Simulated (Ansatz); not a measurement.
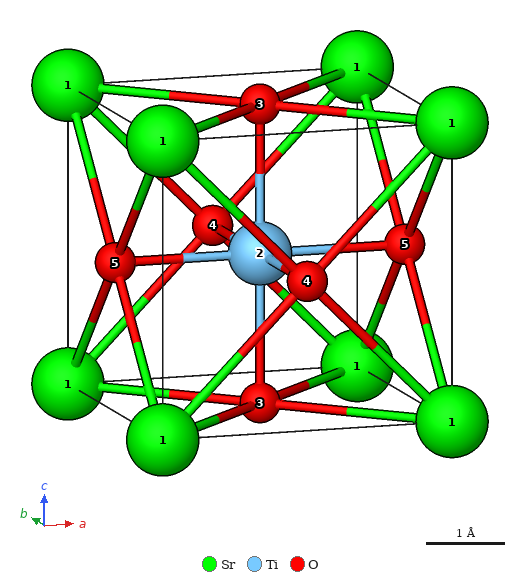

This is a crystal of SrTiO3 (built on the cubic perovskite type) at its r2SCAN-relaxed geometry. The picture is a ball-and-stick view of the cell of the calculation, seen slightly off an axis.

These are results of DFT, r2SCAN, plane waves, PAW (Ansatz 0.2.0), not measurements. Set-up: plane-wave cutoff 500 eV; k-point mesh 6 × 6 × 6; occupations fixed; no spin polarisation.

Change: The cell is strained by −4.0 % along c and none across it (volume −4.0 %). The atoms were relaxed with r2SCAN under that strain, and this is a single point on that geometry.

The input:
```yaml
crystal:
  lattice:
    - [3.9068515016, 0.0, 0.0]
    - [0.0, 3.9068515016, 0.0]
    - [0.0, 0.0, 3.7505774415]
  atoms:
    - { symbol: Sr, position: [0.0, 0.0, 0.0] }
    - { symbol: Ti, position: [0.5, 0.5, 0.5] }
    - { symbol: O, position: [0.5, 0.5, 0.0] }
    - { symbol: O, position: [0.5, 0.0, 0.5] }
    - { symbol: O, position: [0.0, 0.5, 0.5] }
kpoints:
  mp_grid: { grid: [6, 6, 6] }
  band_path:
    path: [[0.0, 0.0, 0.0], [0.0, 0.5, 0.0], [0.5, 0.5, 0.0], [0.5, 0.5, 0.5]]
    npoints: 1
hamiltonian:
  xc: r2scan
scf:
  occupations: { method: fixed }
  n_extra_bands: 5
output:
  forces: true
  stress: true
  eigenvalues: true
  write_density: true
  write_potential: true
  elf: true
  volumetric_format: npy
```

Run as
```bash
ansatz run input.yaml --threads 2 --pin off --max-ram 29491MiB --backend cpu --events-out ev --progress --plain --runs-dir out
```

Q: What is the effect?

A: Some distances before and after: O–Ti 1.953 → 1.875 to 1.953 Å, O–Sr 2.763 → 2.708 to 2.763 Å. The space group (tolerance 0.01 Å) goes from Pm-3m (No. 221) to P4/mmm (No. 123). The energy rises by 24.3 meV per atom. The pressure goes from 0.0 to 9.0 GPa. The principal stresses (compression positive) are 17.5 GPa along c and 4.8 GPa across it. All forces vanish by symmetry. The band gap goes from 2.26 to 2.28 eV.

Drawn alike, the variant:

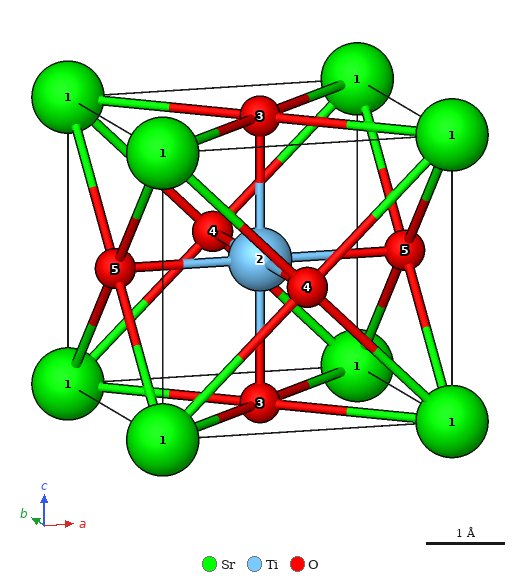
